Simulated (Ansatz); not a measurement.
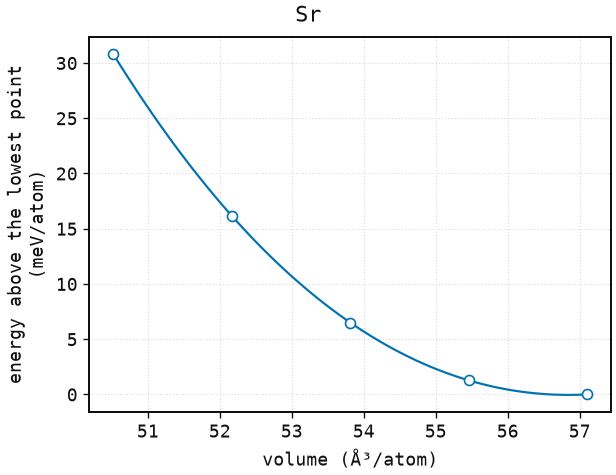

Plotted: energy above the lowest point against volume for Sr, space group Fm-3m (No. 225) (one of a set of cubic test structures, which need not be the stable phase).

How it was computed, with Ansatz 0.2.0 development build: equation of state of a cubic crystal from periodic Kohn-Sham density functional theory without spin, third-order Birch-Murnaghan fit to the free energies; pressure corrected for the finite basis. Level: r2SCAN.

structure type fcc; atoms in cell 1; space group number 225; lattice centring face-centred primitive; k mesh 10×10×10; occupation method Fermi–Dirac; occupation width 0.1 eV; wave cutoff 700 eV; datasets hard PAW; density tolerance 1e−09 eV; bands 9; density cutoff ratio 4; search for lower states default; xc grid level 2.

From this curve and the settings, what does the calculation give for the pressure at the same points?

The pressure falls from 1.685 GPa at volume 50.52 Å³/atom to −0.060 GPa at 57.11 Å³/atom.

```json
{"volume (Å³/atom)": "50.52", "pressure (GPa)": "1.685"}
{"volume (Å³/atom)": "52.17", "pressure (GPa)": "1.173"}
{"volume (Å³/atom)": "53.81", "pressure (GPa)": "0.720"}
{"volume (Å³/atom)": "55.46", "pressure (GPa)": "0.310"}
{"volume (Å³/atom)": "57.11", "pressure (GPa)": "-0.060"}
```

Limits of the calculation: pseudopotentials made with PBE, not this functional.
